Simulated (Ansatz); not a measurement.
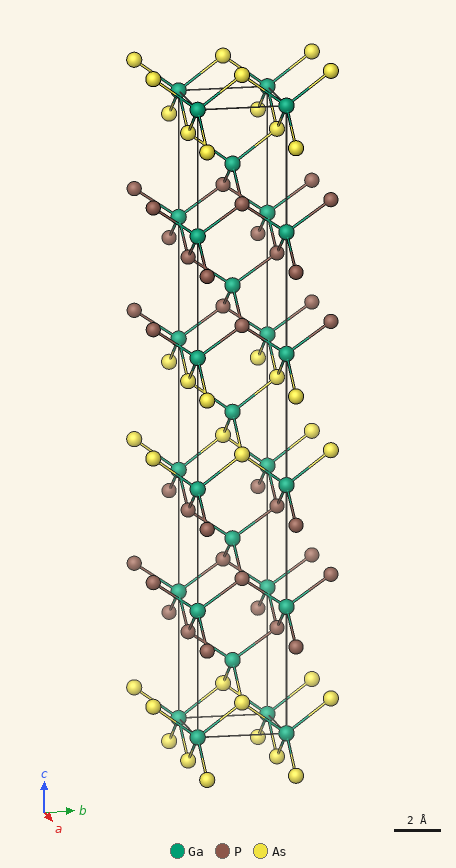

We look at a ball-and-stick model of the crystal slightly off an axis. The conventional unit cell is drawn as a box. Some atoms of the next cells are drawn as well. Cell: a = 3.96 Å, b = 3.96 Å, c = 28.03 Å, α = 90.00°, β = 90.00°, γ = 90.00°.

The initial geometry was a structure type filled with these elements by a generator (whether the compound takes this form wasn't checked). Earlier steps of the study, as a rule a relaxation of our own, may have changed the cell and positions, so they can lie some per cent off the listed ones. A calculation with Ansatz used it as input.

Q: Describe the arrangement of the atoms.

A: The solid is Ga5As2P3. It is body-centred tetragonal, space group I-4m2 (No. 119). Cell content 10 Ga, 4 As, 6 P; Z = 2. P is coordinated by four Ga in a tetrahedral arrangement at about 2.4 Å. Each As atom has four Ga in a tetrahedral arrangement at about 2.5 Å around it. Ga takes three kinds of site: 4e with two P and two As in a tetrahedral arrangement (about 2.4 Å to P, 2.5 Å to As); 4e with four P in a tetrahedral arrangement at about 2.4 Å; 2a with four As in a tetrahedral arrangement at about 2.5 Å. The bonds build a three-dimensional framework.

Run with DFT PBE, scalar-relativistic, plane waves, PAW in Ansatz and these settings: a kinetic-energy cutoff of 420 eV, k-points about 0.22 Å⁻¹ apart, Gaussian smearing of 0.02 eV, no spin polarisation.

Q: What does the calculation say: metal or gapped?

A: A semiconductor at this level, with a gap of 0.93 eV, direct.

Q: How are the electrons shared out in a Bader analysis?

A: Ga +0.68 to +0.83 e; As -0.69 e; P -0.83 e.

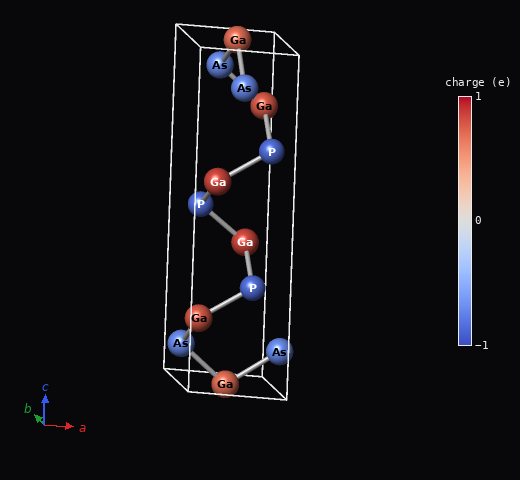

The atoms coloured by those charges. The run's cell of 10 atoms is drawn in a reduced setting, so axes and origin can differ from the first picture.

Q: Is this an equilibrium geometry for the method given?

A: Yes. All forces vanish to within 0.01 eV/Å. The pressure is 0.0 GPa, close to zero.
